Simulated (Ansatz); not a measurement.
# What SnTe2 monolayer (2H) distorts into, part 2 of 3

Wanted: the energy along a soft mode of SnTe2 monolayer (2H) and the structure at the end.

Ansatz 0.2.0; DFT PBEsol, scalar-relativistic, plane waves, PAW; PAW set soft_1.

So far, highest frequency on the path or at a solved wavevector (cm⁻¹): step 2 (the dispersion) 145. Also lowest frequency on the path (cm⁻¹): step 2 -30.9.

## Step 6: Relaxation from the frozen mode

Starting from the lowest point found, all atoms and the cell are let go, so that strain and other modes of the same symmetry can join in.

File input.yaml:

```yaml
crystal:
  lattice:
    - [3.7108259087, 0.0, 0.0]
    - [0.0, 6.427339012, 0.0]
    - [0.0, 0.0, 32.5758524092]
  atoms:
    - { symbol: Sn, position: [0.0, 0.3333333333, 0.3146246933] }
    - { symbol: Sn, position: [0.5, 0.8333333333, 0.2993270079] }
    - { symbol: Te, position: [0.5, 0.1239897676, 0.377521751] }
    - { symbol: Te, position: [0.0, 0.7093435657, 0.3674036269] }
    - { symbol: Te, position: [0.5, 0.2093435657, 0.2465480742] }
    - { symbol: Te, position: [0.0, 0.6239897676, 0.2364299501] }
  periodic: [true, true, false]
kpoints:
  mp_grid: { grid: [10, 6, 1] }
hamiltonian:
  xc: pbesol
  pseudopotentials: { kind: paw, azcp: { folder: soft_1 }, xc_functional: pbe }
scf:
  occupations: { method: methfessel_paxton, width: 0.2 }
output:
  forces: true
  stress: true
  eigenvalues: true
relax:
  adjacent_minimum: "off"
  f_tol: 0.002
  max_steps: 120
  cell: { stress_2d_tol: 0.005 }
```

On the command line:

```bash
> ansatz run input.yaml --threads 4 --pin off --max-ram 16384MiB --backend cpu --events-out ev --progress --plain --runs-dir out
```

Numbers of over 12 decimals in the logs are rounded to 6 here.

The log of the run:

```text
[...]
Crystal: 6 atoms, lattice volume = 776.958 Å³
Basis set: ecut = 420 eV, 15241 PW (Γ), exchange–correlation on 50×90×450 points (8 copies of the dense FFT grid, shifted against one another)
Bands: 56, of which v1, the nominal top of the filled ones, is band 46 counted from 1 (45 counted from 0)
Symmetry: 4 space group operations
[...]
k-points: 24 of 60 (time reversal used)
[...]
SCF iter  10: F=-39505.384232 eV  HF=-39505.384232 eV  |F-HF|=2.25e-9  |Δ(HF+E_count)|=   8.79e-9  S|Δr|=    0.00e0  Δρ=1.37e-7  dr2=2.16e-10  ethr=2.58e-12  ⟨swp⟩=4.3  Hψ=4884  notcnv=0
SCF 1 converged in 10 iterations: F = -39505.384232 eV  dr2 = 2.16e-10
[...]
relax step   1: F+E_penalty+E_count = -39505.38423224 eV  Δ(F+E_penalty+E_count) = +0.000e0 eV  max|allowed force component| = 2.638e-1 eV/Å  Δτ_max = 0.0000 Å  P = +1.141 N/m  Ω = 776.958 Å³  fix = [c, alpha, beta]  reactions: c +0.000 N/m  (10 SCF iters, dr2 threshold 1.00e-7 eV, accepted)
Crystal: 6 atoms, lattice volume = 798.640 Å³
Basis set: ecut = 420 eV, 15625 PW (Γ), exchange–correlation on 50×90×450 points (8 copies of the dense FFT grid, shifted against one another)
[...]
SCF iter   6: F=-39505.458762 eV  HF=-39505.458762 eV  |F-HF|=9.33e-8  |Δ(HF+E_count)|=   5.95e-7  S|Δr|=    0.00e0  Δρ=2.25e-6  dr2=4.26e-8  ethr=6.52e-10  ⟨swp⟩=17.1  Hψ=8051  notcnv=0
SCF 2 converged in 6 iterations: F = -39505.458762 eV  dr2 = 4.26e-8
[...]
relax step   2: F+E_penalty+E_count = -39505.45876227 eV  Δ(F+E_penalty+E_count) = -7.453e-2 eV  max|allowed force component| = 1.621e-1 eV/Å  Δτ_max = 0.0642 Å  P = +0.294 N/m  Ω = 798.640 Å³  energy of the carried Pulay correction = -7.919e-4 eV  fix = [c, alpha, beta]  reactions: c -0.000 N/m  (6 SCF iters, dr2 threshold 6.00e-7 eV, accepted)
Crystal: 6 atoms, lattice volume = 824.383 Å³
Basis set: ecut = 420 eV, 16099 PW (Γ), exchange–correlation on 50×90×450 points (8 copies of the dense FFT grid, shifted against one another)
[...]
SCF iter   7: F=-39505.569909 eV  HF=-39505.569909 eV  |F-HF|=1.58e-7  |Δ(HF+E_count)|=   3.43e-7  S|Δr|=    0.00e0  Δρ=2.11e-6  dr2=3.29e-8  ethr=6.52e-10  ⟨swp⟩=17.1  Hψ=7778  notcnv=0
SCF 3 converged in 7 iterations: F = -39505.569909 eV  dr2 = 3.29e-8
relax step   3: F+E_penalty+E_count = -39505.56990910 eV  Δ(F+E_penalty+E_count) = -1.111e-1 eV  max|allowed force component| = 2.623e-1 eV/Å  Δτ_max = 0.1973 Å  P = +0.242 N/m  Ω = 824.383 Å³  energy of the carried Pulay correction = -1.687e-3 eV  fix = [c, alpha, beta]  reactions: c +0.000 N/m  (7 SCF iters, dr2 threshold 6.00e-7 eV, accepted)
[... from here on, the SCF cycles and remarks between the steps are left out ...]
relax step   4: F+E_penalty+E_count = -39505.68470033 eV  Δ(F+E_penalty+E_count) = -1.148e-1 eV  max|allowed force component| = 3.318e-1 eV/Å  Δτ_max = 0.1963 Å  P = -0.845 N/m  Ω = 839.391 Å³  energy of the carried Pulay correction = -2.187e-3 eV  fix = [c, alpha, beta]  reactions: c -0.000 N/m  (6 SCF iters, dr2 threshold 6.00e-7 eV, accepted)
relax step   5: F+E_penalty+E_count = -39505.75796901 eV  Δ(F+E_penalty+E_count) = -7.327e-2 eV  max|allowed force component| = 1.904e-1 eV/Å  Δτ_max = 0.1940 Å  P = -0.043 N/m  Ω = 847.980 Å³  energy of the carried Pulay correction = -2.467e-3 eV  fix = [c, alpha, beta]  reactions: c +0.000 N/m  (7 SCF iters, dr2 threshold 6.00e-7 eV, accepted)
relax step   6: F+E_penalty+E_count = -39505.51826069 eV  Δ(F+E_penalty+E_count) = +2.397e-1 eV  max|allowed force component| = 1.110e0 eV/Å  Δτ_max = 0.1182 Å  P = +2.725 N/m  Ω = 805.174 Å³  energy of the carried Pulay correction = -1.024e-3 eV  fix = [c, alpha, beta]  (6 SCF iters, dr2 threshold 6.00e-7 eV, rejected (line search))
relax step   7: F+E_penalty+E_count = -39505.83681136 eV  Δ(F+E_penalty+E_count) = -7.884e-2 eV  max|allowed force component| = 1.174e-1 eV/Å  Δτ_max = 0.0507 Å  P = -0.096 N/m  Ω = 852.321 Å³  energy of the carried Pulay correction = -2.607e-3 eV  fix = [c, alpha, beta]  reactions: c +0.000 N/m  (13 SCF iters, accepted)
relax step   8: F+E_penalty+E_count = -39505.87880553 eV  Δ(F+E_penalty+E_count) = -4.199e-2 eV  max|allowed force component| = 1.193e-1 eV/Å  Δτ_max = 0.0639 Å  P = -0.449 N/m  Ω = 858.360 Å³  energy of the carried Pulay correction = -2.799e-3 eV  fix = [c, alpha, beta]  reactions: c -0.000 N/m  (6 SCF iters, dr2 threshold 6.00e-7 eV, accepted)
relax step   9: F+E_penalty+E_count = -39505.88991599 eV  Δ(F+E_penalty+E_count) = -1.111e-2 eV  max|allowed force component| = 2.518e-1 eV/Å  Δτ_max = 0.0985 Å  P = -0.241 N/m  Ω = 843.164 Å³  energy of the carried Pulay correction = -2.311e-3 eV  fix = [c, alpha, beta]  reactions: c -0.000 N/m  (5 SCF iters, dr2 threshold 6.00e-7 eV, accepted)
relax step  10: F+E_penalty+E_count = -39505.89102732 eV  Δ(F+E_penalty+E_count) = -1.111e-3 eV  max|allowed force component| = 1.221e-1 eV/Å  Δτ_max = 0.0646 Å  P = +0.461 N/m  Ω = 826.505 Å³  energy of the carried Pulay correction = -1.758e-3 eV  fix = [c, alpha, beta]  reactions: c +0.000 N/m  (6 SCF iters, dr2 threshold 6.00e-7 eV, accepted)
relax step  11: F+E_penalty+E_count = -39505.90556936 eV  Δ(F+E_penalty+E_count) = -1.454e-2 eV  max|allowed force component| = 5.961e-2 eV/Å  Δτ_max = 0.0694 Å  P = +0.018 N/m  Ω = 840.768 Å³  energy of the carried Pulay correction = -2.232e-3 eV  fix = [c, alpha, beta]  reactions: c +0.000 N/m  (5 SCF iters, dr2 threshold 6.00e-7 eV, accepted)
relax step  12: F+E_penalty+E_count = -39505.90532795 eV  Δ(F+E_penalty+E_count) = +2.414e-4 eV  max|allowed force component| = 5.406e-2 eV/Å  Δτ_max = 0.0303 Å  P = -0.104 N/m  Ω = 843.124 Å³  energy of the carried Pulay correction = -2.310e-3 eV  fix = [c, alpha, beta]  (5 SCF iters, dr2 threshold 2.22e-7 eV, rejected (line search))
relax step  13: F+E_penalty+E_count = -39505.90712924 eV  Δ(F+E_penalty+E_count) = -1.560e-3 eV  max|allowed force component| = 1.004e-2 eV/Å  Δτ_max = 0.0150 Å  P = -0.016 N/m  Ω = 841.150 Å³  energy of the carried Pulay correction = -2.245e-3 eV  fix = [c, alpha, beta]  reactions: c -0.000 N/m  (12 SCF iters, accepted)
relax step  14: F+E_penalty+E_count = -39505.90732056 eV  Δ(F+E_penalty+E_count) = -1.913e-4 eV  max|allowed force component| = 5.242e-3 eV/Å  Δτ_max = 0.0097 Å  P = -0.013 N/m  Ω = 840.642 Å³  energy of the carried Pulay correction = -2.228e-3 eV  fix = [c, alpha, beta]  reactions: c -0.000 N/m  (6 SCF iters, dr2 threshold 6.30e-9 eV, accepted)
relax step  15: F+E_penalty+E_count = -39505.90734762 eV  Δ(F+E_penalty+E_count) = -2.706e-5 eV  max|allowed force component| = 1.467e-3 eV/Å  Δτ_max = 0.0021 Å  P = -0.002 N/m  Ω = 840.531 Å³  energy of the carried Pulay correction = -2.225e-3 eV  fix = [c, alpha, beta]  reactions: c -0.000 N/m  (5 SCF iters, dr2 threshold 1.72e-9 eV, accepted)
relax step  16: F+E_penalty+E_count = -39505.90735181 eV  Δ(F+E_penalty+E_count) = -4.189e-6 eV  max|allowed force component| = 2.856e-4 eV/Å  Δτ_max = 0.0008 Å  P = -0.003 N/m  Ω = 840.513 Å³  energy of the carried Pulay correction = -2.224e-3 eV  fix = [c, alpha, beta]  reactions: c -0.000 N/m  (5 SCF iters, dr2 threshold 6.79e-11 eV, accepted)
relax step  17: F+E_penalty+E_count = -39505.90917222 eV  Δ(F+E_penalty+E_count) = -1.820e-3 eV  max|allowed force component| = 4.398e-4 eV/Å  Δτ_max = 0.0000 Å  P = -0.007 N/m  Ω = 840.513 Å³  fix = [c, alpha, beta]  reactions: c -0.000 N/m  stress off target by 1.06e-2 N/m on what of the cell is left free  SCF on the basis re-selected at this cell (its energy is not comparable with the rows above)  (9 SCF iters)
relax step  18: F+E_penalty+E_count = -39505.90917923 eV  Δ(F+E_penalty+E_count) = -7.007e-6 eV  max|allowed force component| = 3.408e-4 eV/Å  Δτ_max = 0.0003 Å  P = -0.000 N/m  Ω = 840.357 Å³  energy of the carried Pulay correction = +5.263e-6 eV  fix = [c, alpha, beta]  reactions: c -0.000 N/m  (5 SCF iters, dr2 threshold 1.31e-10 eV, accepted)
[...]
SCF iter  10: F=-39505.909174 eV  HF=-39505.909174 eV  |F-HF|=7.28e-11  |Δ(HF+E_count)|=  8.00e-11  S|Δr|=    0.00e0  Δρ=2.13e-9  dr2=3.94e-14  ethr=1.00e-12  ⟨swp⟩=13.5  Hψ=9864  notcnv=0
SCF 19 converged in 10 iterations: F = -39505.909174 eV  dr2 = 3.94e-14
relax step  19: F+E_penalty+E_count = -39505.90917378 eV  Δ(F+E_penalty+E_count) = +5.453e-6 eV  max|allowed force component| = 3.407e-4 eV/Å  Δτ_max = 0.0000 Å  P = -0.000 N/m  Ω = 840.357 Å³  fix = [c, alpha, beta]  reactions: c -0.000 N/m  stress off target by 2.20e-3 N/m on what of the cell is left free  SCF on the basis re-selected at this cell (its energy is not comparable with the rows above)  (10 SCF iters)
basis re-selected at this cell: Δ(F+E_penalty+E_count) = +5.453e-6 eV, ΔP = +0.000 N/m vs the last step (what re-selecting the basis moved, of the pressure what is left beyond the Pulay correction that the steps carried, after the strain that the cell walked since its last selection, with what the two solves' SCF thresholds leave and, on support functions, any second-order correction that the steps lacked; it is no m [...]
SCF converged after 10 iterations
[...]
Free energy (F): -39505.909174 eV
[...]
Internal energy: -39505.917797 eV  (E = F + TS)
E sigma→0 (E₀):  -39505.911329 eV
Entropy (-TS):   0.008623 eV (1.437 meV/atom)
Fermi energy:    -4.949043 eV
[...]
--- Forces (eV/Å), atoms counted from 1 ---
  atom   1  Sn     0.00000000     0.00009738     0.00017030
  atom   2  Sn     0.00000000     0.00009738    -0.00017030
  atom   3  Te    -0.00000000     0.00024328    -0.00023055
  atom   4  Te    -0.00000000    -0.00034065     0.00005030
  atom   5  Te    -0.00000000    -0.00034065    -0.00005030
  atom   6  Te    -0.00000000     0.00024328     0.00023055
  max |Σ_I F_I| component: 7.25e-9 eV/Å
--- 2D stress c σ (N/m, compression-positive) ---
       -0.002199      -0.000000      -0.000000
       -0.000000       0.001553      -0.000000
       -0.000000      -0.000000      -0.000000
  P = ½ c Tr σ = -0.0003 N/m
--- Band table (eV; the first three rows and the last of 24) ---
  k-point 0: bands = [... 42 lower, -5.5280, -5.3912, -5.2440, -4.9282, -4.7658, -4.3939, -1.9093 (-1.9093°), -1.8837 (-1.8837°), ... 6 higher]
  k-point 1: bands = [... 42 lower, -5.6255, -5.6216, -5.3327, -4.8982, -4.8632, -4.0762, -2.4050, -2.1184, ... 6 higher]
  k-point 2: bands = [... 42 lower, -6.2407, -5.6343, -5.6023, -5.1098, -4.7597, -3.9952, -2.6516, -2.6322, ... 6 higher]
  k-point 23: bands = [... 42 lower, -6.3961, -6.3961, -5.8239, -5.8239, -4.8048, -4.8048, -3.3609, -3.3609, ... 6 higher]
  ° read free of the cell's end (the report's vacuum.weakly_bound_levels)
--- Relaxed structure (17 steps of the walk, 15 accepted, 2 SCFs on fresh bases) ---
  F+E_penalty+E_count = -39505.90917378 eV   max|allowed force component| = 3.407e-4 eV/Å   (the final SCF, on the basis selected at the relaxed cell)
  cell:  # Å, volume = 840.3569 Å³
    - [4.006261, 1.1358411043284651e-18, 0]
    - [1.967334502049179e-18, 6.439152, 0]
    - [0, 0, 32.5758524092]
  atoms:
    - { symbol: Sn, position: [-2.0199982078185224e-17, 0.294057, 0.332829] }
    - { symbol: Sn, position: [0.5, 0.794057, 0.281123] }
    - { symbol: Te, position: [0.5, 0.143239, 0.387850] }
    - { symbol: Te, position: [1.4700157404397623e-17, 0.729371, 0.349092] }
    - { symbol: Te, position: [0.5, 0.229371, 0.264859] }
    - { symbol: Te, position: [1.0585204326765581e-17, 0.643239, 0.226102] }
```

It took 12 min on 4 threads of Arm Neoverse V1, shared host; peak memory 1.9 GiB; 48 min of CPU time.

Step by step:

```tsv
step	energy less that of the first step (eV)	largest force component (eV/Å)	volume (Å³)
1	0.0000	0.2638	776.96
2	-0.0745	0.1621	798.64
3	-0.1857	0.2623	824.38
4	-0.3005	0.3318	839.39
5	-0.3737	0.1904	847.98
6	-0.1340	1.1104	805.17
7	-0.4526	0.1174	852.32
8	-0.4946	0.1193	858.36
9	-0.5057	0.2518	843.16
10	-0.5068	0.1221	826.50
11	-0.5213	0.0596	840.77
12	-0.5211	0.0541	843.12
13	-0.5229	0.0100	841.15
14	-0.5231	0.0052	840.64
15	-0.5231	0.0015	840.53
16	-0.5231	0.0003	840.51
17*	-0.5249	0.0004	840.51
18	-0.5249	0.0003	840.36
19*	-0.5249	0.0003	840.36
```

Relaxation steps marked * repeat the geometry before them on a plane-wave basis chosen anew for their cell, so energy and pressure can jump there. Relaxation steps 6, 12 were tried and not accepted.

Forces are held to the 4 operations that the run works with; a distortion that breaks them can't arise in this run.

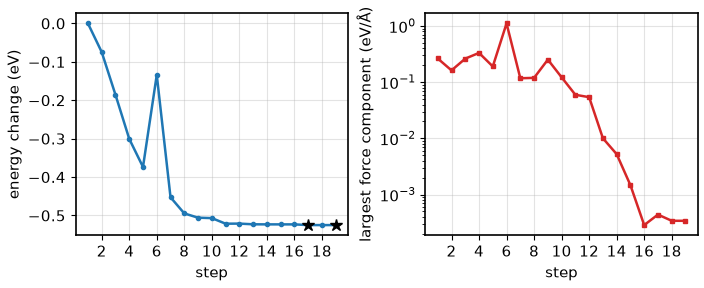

Energy and largest force along the relaxation. Stars mark steps on a basis chosen anew.

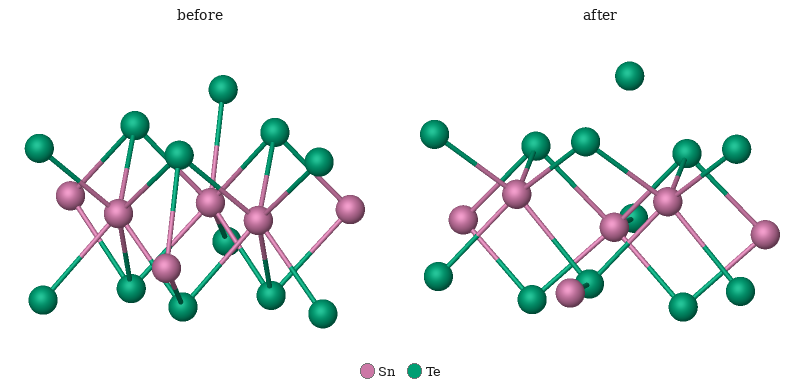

Before and after, at one scale. Bonds to atoms that aren't drawn are left out.

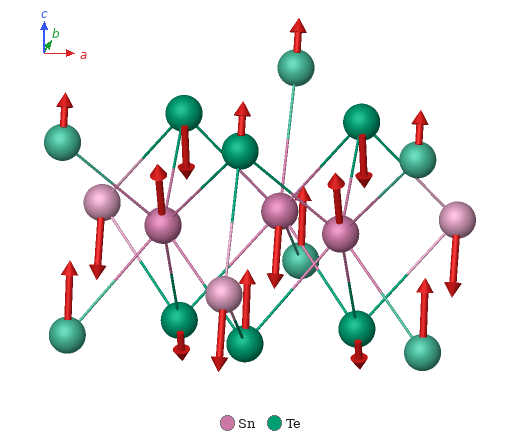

Displacements in the relaxation, exaggerated, measured against the changing cell; the longest in the cell stands for 0.64 Å. Some periodic images of atoms are drawn too.

```tsv
cell as run	before	after	change
a (Å)	3.711	4.006	+8.0 %
b (Å)	6.427	6.439	+0.2 %
```

The atoms that moved most (Å, along periodic axes as changes of fractional coordinates times the final cell, across vacuum about the mean position):

```tsv
atom	dx	dy	dz	length
Sn2	0.000	-0.253	-0.593	0.645
Sn1	0.000	-0.253	0.593	0.645
Te5	0.000	0.129	0.597	0.610
Te4	0.000	0.129	-0.597	0.610
Te6	0.000	0.124	-0.336	0.359
Te3	0.000	0.124	0.336	0.359
```

The relaxed structure:

```xyz
6
Lattice="4.0063 0.0000 0.0000 0.0000 6.4392 0.0000 0.0000 0.0000 32.5759" Properties=species:S:1:pos:R:3
Sn    0.0000    1.8935   10.8422
Sn    2.0031    5.1131    9.1578
Te    2.0031    0.9223   12.6345
Te    0.0000    4.6965   11.3720
Te    2.0031    1.4770    8.6280
Te    0.0000    4.1419    7.3655
```

This step gave:

```
area per atom : 4.299 Å²
```

The distorted start has space group Pmn2_1; the relaxation ends in Pmn2_1.

## Step 7: The new phase in its own primitive cell

The relaxed structure is symmetrised, reduced to its primitive cell and relaxed tightly, as its phonons need.

The program solves this slab on a cell height of its own, 34.3 Å, in place of the one typed.

input.yaml, the sections that differ from step 6:

```yaml
crystal:
  lattice:
    - [4.0062610969, 0.0, 0.0]
    - [0.0, 6.4391524612, 0.0]
    - [0.0, 0.0, 32.5758524092]
  atoms:
    - { symbol: Sn, position: [0.0, 0.294056897, 0.3328285295] }
    - { symbol: Sn, position: [0.5, 0.794056897, 0.2811231716] }
    - { symbol: Te, position: [0.5, 0.1432386327, 0.3878498287] }
    - { symbol: Te, position: [0.0, 0.7293711369, 0.349092256] }
    - { symbol: Te, position: [0.5, 0.2293711369, 0.2648594451] }
    - { symbol: Te, position: [0.0, 0.6432386327, 0.2261018724] }
  periodic: [true, true, false]
relax:
  adjacent_minimum: "off"
  f_tol: 0.001
  max_steps: 60
  cell: { stress_2d_tol: 0.002 }
# kpoints, hamiltonian, scf, output: as in step 6
```

The log of the run:

```text
[...]
cell:  # Å, volume = 885.8218 Å³
    - [4.006151, 0.0, 0.0]
    - [0.0, 6.439350, 0.0]
    - [0.0, 0.0, 34.338155]
  atoms:
    - { symbol: Sn, position: [0.0, 0.294063, 0.315744] }
    - { symbol: Sn, position: [0.5, 0.794063, 0.266699] }
    - { symbol: Te, position: [0.5, 0.143254, 0.367941] }
    - { symbol: Te, position: [0.0, 0.729350, 0.331180] }
    - { symbol: Te, position: [0.5, 0.229350, 0.251263] }
    - { symbol: Te, position: [0.0, 0.643254, 0.214502] }
[key lines of the parts left out:]
SCF converged after 11 iterations
Free energy (F): -39505.909178 eV
Fermi energy:    -4.949013 eV
P = ½ c Tr σ = 0.0001 N/m
```

It took 2.7 min on 4 threads; peak memory 1.8 GiB; 10 min of CPU time.

Step by step:

```tsv
step	energy less that of the first step (eV)	largest force component (eV/Å)	volume (Å³)
1	0.0000	0.0003	885.82
2	0.0000	0.0002	885.82
3*	0.0000	0.0002	885.82
```

Relaxation steps marked * repeat the geometry before them on a plane-wave basis chosen anew for their cell, so energy and pressure can jump there.

Forces are held to the 4 operations that the run works with; a distortion that breaks them can't arise in this run.

```tsv
cell as run	before	after	change
a (Å)	4.006	4.006	-0.0 %
b (Å)	6.439	6.439	+0.0 %
```

This step gave:

```yaml
area_per_atom: 4.3 Å²
```

The largest force component left is 0.21 meV/Å, within the tolerances set.

(Continued in part 3 of 3.)

[Logs are printed without paths, hosts, clocks, repeated set-up lines and the standing remarks that a program may print on its own settings, such as how far it seeks lower states.]

[Hosts, paths, dates, database ids (printed as entryN), source tags and the programs' standing remarks are cut or masked in the printed files.]
